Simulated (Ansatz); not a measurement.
Consider Al$_{2}$Ru (slab).

```xyz
12
Lattice="3.1214 0.0000 0.0000 -1.5607 4.4914 0.0000 0.0000 0.0000 25.7096" Properties=species:S:1:pos:R:3 pbc="T T T"
Al    1.5609    1.8652    7.5887
Al   -0.0001    3.8055    8.3402
Ru    0.0000    0.9949    9.4496
Al    1.5606    2.8590   10.4008
Al    1.5607    0.3468   11.3950
Ru   -0.0002    2.1638   12.3332
Al    1.5607    3.9486   13.3973
Al    1.5607    1.4592   14.2861
Ru    0.0002    3.2260   15.2674
Al    0.0005    0.5595   16.2693
Al    1.5596    2.5319   17.3635
Ru    0.0004    4.4394   18.0332
```

Computed without spin polarisation.

The calculation used DFT PBEsol, scalar-relativistic, plane waves, PAW in Ansatz.

What can the converged valence pseudo-density and electron localisation function tell about the bonding?

Al–Ru (2.55 Å): ρ is about 0.39 e/Å³ halfway; the ELF is about 0.40 at the midpoint.

Does the calculation make it a metal, or give it a gap?

It is gapless in this calculation (a metal or semimetal).

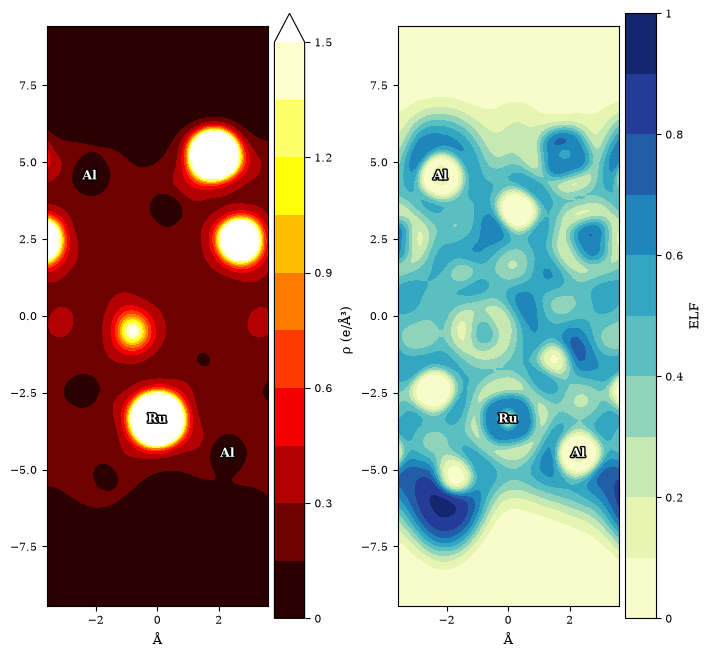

Computed valence pseudo-density and electron localisation function on the (110) plane of the calculation cell, a cut from vacuum to vacuum, in this order. Atoms just off the plane (Al, 0.3 Å away and Ru, 0.3 Å away) can leave unmarked features too.
